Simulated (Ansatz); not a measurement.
Here is a crystal structure:

```
Co Fe
1.0
     7.54236    0.00000    0.00000
     0.00000    4.35458    0.00000
     0.00000    0.00000    4.26035
Co Fe
4 8
Direct
  0.00000 0.16667 0.75000
  0.00000 0.83333 0.25000
  0.50000 0.66667 0.75000
  0.50000 0.33333 0.25000
  0.83333 0.66667 0.75000
  0.16667 0.66667 0.75000
  0.83333 0.33333 0.25000
  0.16667 0.33333 0.25000
  0.33333 0.16667 0.75000
  0.66667 0.16667 0.75000
  0.33333 0.83333 0.25000
  0.66667 0.83333 0.25000
```

Characterise the structure given above.

Answer. The formula is Fe2Co. It takes space group Cmcm (No. 63) on a base-centred orthorhombic lattice. The cell comprises 4 formula units: 8 Fe, 4 Co. Co bonds to ten Fe and two Co in an anticuboctahedral arrangement (2.51 to 2.58 Å to Fe, 2.58 Å to Co). Around each Fe lie seven Fe and five Co in an anticuboctahedral arrangement (2.51 to 2.58 Å to Fe, 2.51 to 2.58 Å to Co). The bonds build a three-dimensional framework.

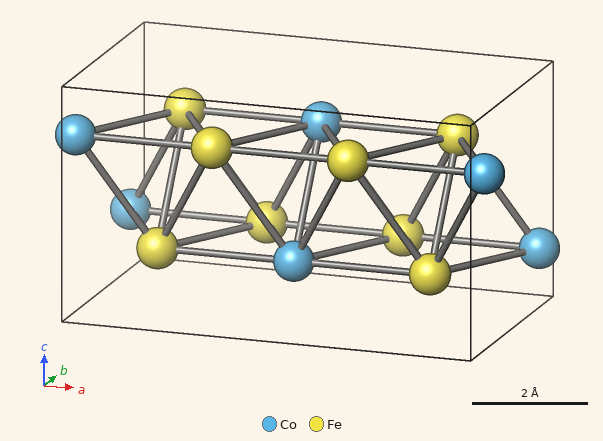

We look at a ball-and-stick model of the crystal slightly off an axis. The frame is the conventional unit cell; atoms at its boundary are shown with their periodic copies. Colours: iron yellow, cobalt blue.

The initial geometry was a structure listed in the Materials Project, with elements exchanged, so it need not be a known form of the compound. Earlier steps of the study may have refined or changed the cell and positions. It was set up as input for a calculation with Ansatz.
